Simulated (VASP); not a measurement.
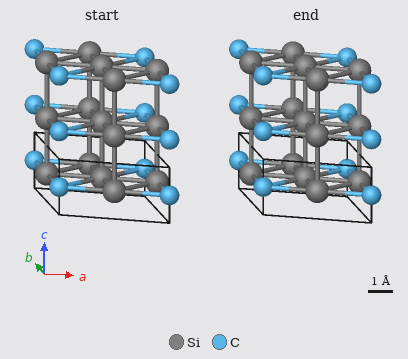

The structure of a crystal of Si$_{3}$C (a generated structure, set up in P6/mmm) before (left) and after (right) a relaxation, at one scale.

Style: ball-and-stick. Shown: the cell of the calculation, repeated 1 × 1 × 3 with one cell outlined, slightly off an axis.

The run lets cell and atoms move.

These are results of VASP 6.6.1, Kohn-Sham DFT of a periodic cell, PBE with D4, VASP PAW PBE potentials, recommended, not measurements.

The input:
```
SYSTEM = Si3C
ALGO = Normal
EDIFF = 1E-6
EDIFFG = -0.005
ENCUT = 600
GGA = PE
IBRION = 2
ISIF = 3
ISMEAR = -1
IVDW = 13
LASPH = .TRUE.
LCHARG = .FALSE.
LREAL = .FALSE.
LWAVE = .FALSE.
NELM = 80
NSW = 60
PREC = Accurate
SIGMA = 0.05
```

Run as
```bash
cat potpaw_PBE.64/Si/POTCAR potpaw_PBE.64/C/POTCAR > POTCAR
mpirun -np 1 vasp_std > vasp.out
```

Question: Summarise the run.

Answer: No atom moves by more than 0.005 Å relative to the cell. The volume changes by −3.5 %, with a = b 4.915 → 4.825 Å (−1.8 %), c 2.433 → 2.437 Å (+0.2 %). Some distances before and after: C–Si 2.457 → 2.412 Å, Si–Si 2.457 → 2.412 Å, Si–Si 2.433 → 2.437 Å. The space group stays P6/mmm (No. 191). The energy falls by 9.7 meV per atom in 6 geometry steps. All forces vanish by symmetry, so only the cell relaxes. The pressure goes from −4.82 to 0.02 GPa.
